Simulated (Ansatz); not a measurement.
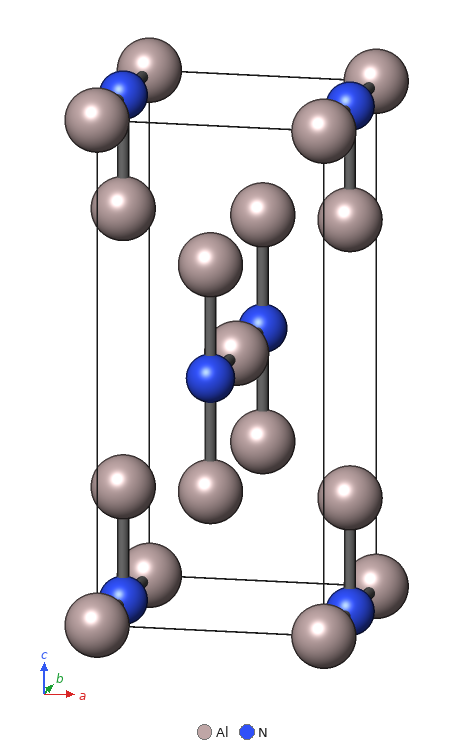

Figure: ball-and-stick view slightly off an axis. One conventional unit cell is framed, with atoms on its boundary repeated. Cell: a = 3.80 Å, b = 3.87 Å, c = 8.45 Å, α = 90.00°, β = 90.00°, γ = 90.00°.

Provenance: a random cell made by a generator, so it need not be a real form of the compound. Earlier steps of the study, as a rule a relaxation of our own, may have changed the cell and positions, so they can lie some per cent off the listed ones. An electronic-structure calculation with Ansatz was run on it.

Question: Characterise what is shown.

Answer: Its composition is Al3N. Its lattice is body-centred orthorhombic, its space group Immm (No. 71). The cell comprises 2 formula units: 6 Al, 2 N. N bonds to four Al in a square planar arrangement at about 1.9 Å. Al takes two kinds of site: 4j with one N at about 1.9 Å; 2a with two N in a linear arrangement at about 1.9 Å. The bonds build Al3N chains along [010].

All computed values are from Ansatz 0.2.0, DFT PBE, scalar-relativistic, plane waves, PAW. Settings: cutoff 420 eV, k-points about 0.14 Å⁻¹ apart, Gaussian smearing of 0.1 eV, no spin polarisation.

Question: Classify it as metallic or gapped, with the value.

Answer: A metal: bands cross the Fermi level.

Question: What does a Bader analysis give?

Answer: Al +0.46 to +1.62 e; N -2.54 e.

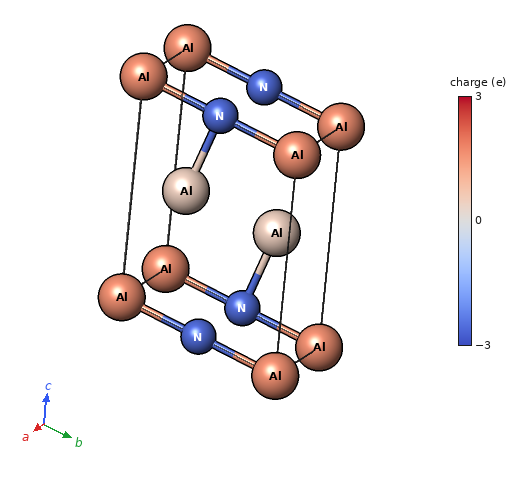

The atoms coloured by those charges. The run's cell of 4 atoms is drawn in a reduced setting, so axes and origin can differ from the first picture.

Question: Is the structure relaxed at this level of theory?

Answer: Yes. All forces vanish to within 0.01 eV/Å. The pressure is 0.0 GPa, close to zero.
